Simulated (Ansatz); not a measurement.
SnSe2 (slab)

```xyz
12
Lattice="3.8189 0.0000 0.0000 0.0000 6.1456 0.0000 0.0000 0.0000 27.1267" Properties=species:S:1:pos:R:3 pbc="T T T"
Se    0.0000    1.1574    7.1902
Sn    1.9095    0.2211    8.6751
Se    0.0000    4.6223    9.6623
Se    1.9095    1.6664   10.8694
Sn    0.0000    6.1375   11.9008
Se    1.9095    4.5684   13.0102
Se    0.0000    1.5771   14.1165
Sn    1.9095    0.0081   15.2262
Se    0.0000    4.4791   16.2570
Se    1.9095    1.5233   17.4644
Sn    0.0000    5.9244   18.4516
Se    1.9095    4.9881   19.9362
```

All numbers below come from DFT PBEsol, scalar-relativistic, plane waves, PAW (Ansatz).

In a PAW calculation such maps are meaningful between the atoms, not at the nuclei.

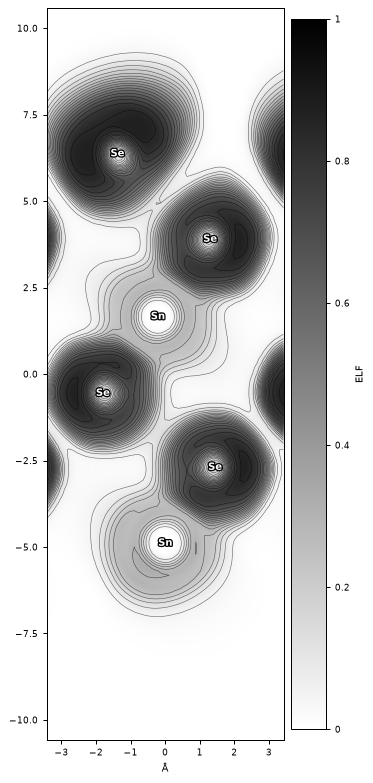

Figure 1. Electron localisation function on the (100) plane of the calculation cell, a cut from vacuum to vacuum.

### Describe what can be read from this map.

The section cuts through Sn and Se sites.
Sn–Se (2.70 Å): the ELF is about 0.60 at the midpoint.
The ELF also peaks beside Se, away from the bonds: lone-pair regions.

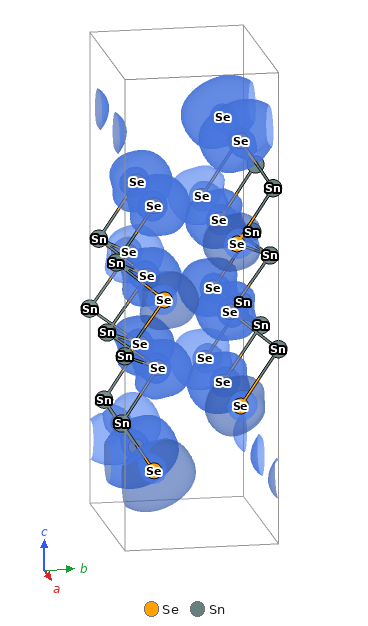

Figure 2. Isosurface of the electron localisation function at 0.7 (blue), seen at an oblique angle. Core shells and regions of very low density are left out. Sticks mark near contacts.

### What do the ELF domains correspond to?

The surface consists of eight regions wrapped around Se (the valence shell of each), counted in one cell of 12 atoms. Counts are for one cell; the picture repeats the cell along the surface. Profiles from the grid: Sn–Se (2.59 Å): the ELF is about 0.60 at the midpoint.

### Does the calculation give a band gap?

It is gapped, with a Kohn–Sham gap of 0.69 eV on the k-point mesh (the band edges may lie off the mesh, which would make the gap smaller).
